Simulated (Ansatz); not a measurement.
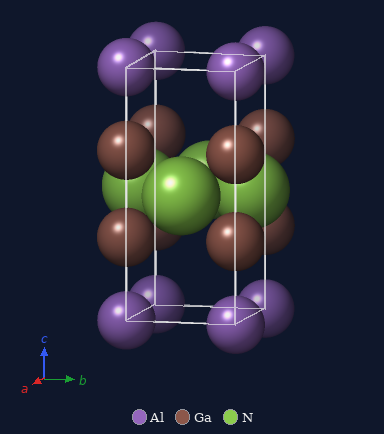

Structure drawing (space-filling), viewed slightly off an axis. The parallelepiped is the conventional unit cell. Cell: a = 3.32 Å, b = 3.32 Å, c = 7.53 Å, α = 90.00°, β = 90.00°, γ = 90.00°.

Its origin is a random cell made by a generator, so it need not be a real form of the compound. Earlier steps of the study, as a rule a relaxation of our own, may have changed the cell and positions, so they can lie some per cent off the listed ones. It was run through Ansatz as a DFT input.

Question: What is this?

Answer: Formula: AlGa₂N₂. The symmetry is that of P4/mmm (No. 123), on a primitive tetragonal lattice. In the cell are 1 Al, 2 Ga, 2 N, which makes 1 formula unit.

Method used: DFT PBE, scalar-relativistic, plane waves, PAW (Ansatz 0.2.0). It ran with a basis cut at 420 eV, a 12×12×6 sampling of the Brillouin zone, Gaussian smearing of 0.1 eV, no spin polarisation.

Question: Is it conducting or gapped at this level?

Answer: A metal: bands cross the Fermi level.

Question: Predict the Bader charges.

Answer: Al +0.70 e; Ga +0.66 e; N -1.01 e.

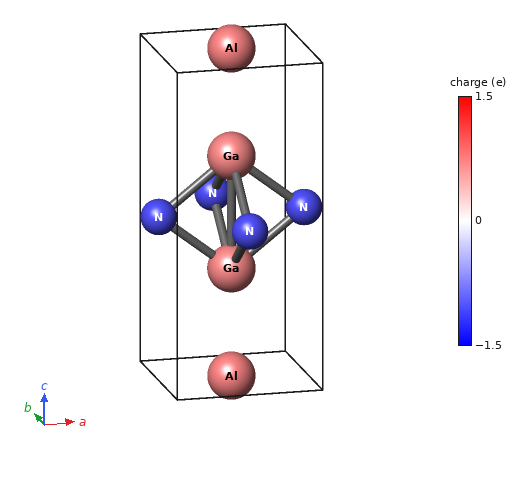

The atoms coloured by those charges. The run's cell of 5 atoms is drawn, so axes and origin can differ from the first picture.

Question: Is the structure relaxed at this level of theory?

Answer: Yes. The largest force is 0.01 eV/Å. The pressure is 0.0 GPa, close to zero.
